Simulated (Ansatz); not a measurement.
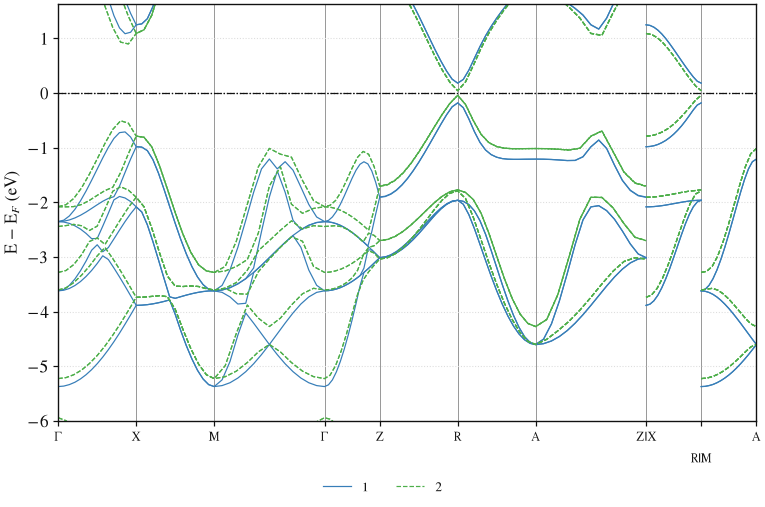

Band structures of PbS, space group P4/nmm, 4 atoms in the cell, by two methods on the same cell. Each is counted from its own Fermi level.

**Which curve is which? The methods: PBE+D3(BJ)+SOC, PBE+D3(BJ).**

1 is PBE+D3(BJ); 2 is PBE+D3(BJ)+SOC. PBE+D3(BJ) gives a gap of 0.36 eV along the path and PBE+D3(BJ)+SOC gives a gap of 0.08 eV along the path. Spin-orbit coupling splits levels that are degenerate without it.

Settings. PBE+D3(BJ): DFT PBE+D3(BJ), scalar-relativistic, plane waves, PAW, no spin polarisation, 8×8×6 k mesh, 420 eV cutoff (Ansatz 0.2.0). PBE+D3(BJ)+SOC: DFT PBE+D3(BJ), spin-orbit coupling, plane waves, PAW, 8×8×6 k mesh, 420 eV cutoff (Ansatz 0.2.0).
